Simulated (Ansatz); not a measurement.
Input of the run:

```
crystal:
  lattice:
    - [0.0832633236, 3.0850869979, 3.0850869979]
    - [3.0850869979, 0.0832633236, 3.0850869979]
    - [3.0850869979, 3.0850869979, 0.0832633236]
  atoms:
    - { symbol: Cd, position: [0.0029777954, 0.0029777954, 0.0029777954] }
    - { symbol: Se, position: [0.2470222046, 0.2470222046, 0.2470222046] }
kpoints:
  mp_grid: { grid: [6, 6, 6] }
  band_path:
    path:
      - [0.0, 0.0, 0.0]
      - [-0.5, -0.5, 0.0]
      - [-0.375, -0.375, 0.25]
      - [-0.375, 0.0, 0.375]
      - [0.0, 0.0, 0.5]
      - [-0.5, -0.25, 0.25]
    npoints: 1
hamiltonian:
  xc: hse06
scf:
  occupations: { method: fixed }
  n_extra_bands: 4
output:
  forces: true
  stress: true
  eigenvalues: true
```

Launched with:
```bash
ansatz run input.yaml --threads 4 --pin off --max-ram 3686MiB --backend cpu --events-out ev --progress --plain --runs-dir out
```

What will the density of states look like?

There is a gap; over the k points computed it is 1.45 eV (direct among those points). The upper group of valence states starts about 4.8 eV under the valence-band top, with a gap beneath it; it holds about 6 electrons a cell. Within the window shown, the tallest peak of the filled states lies 9.0 eV under the valence-band top, at about 16 states per eV and cell.

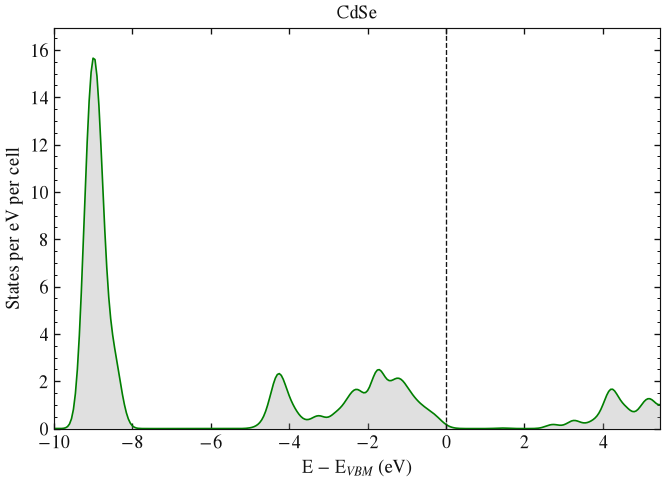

Density of states. Energies are counted from the top of the valence band. The curve is built from the levels of the k mesh with Gaussians 0.4 eV wide, which also blur the band edges.
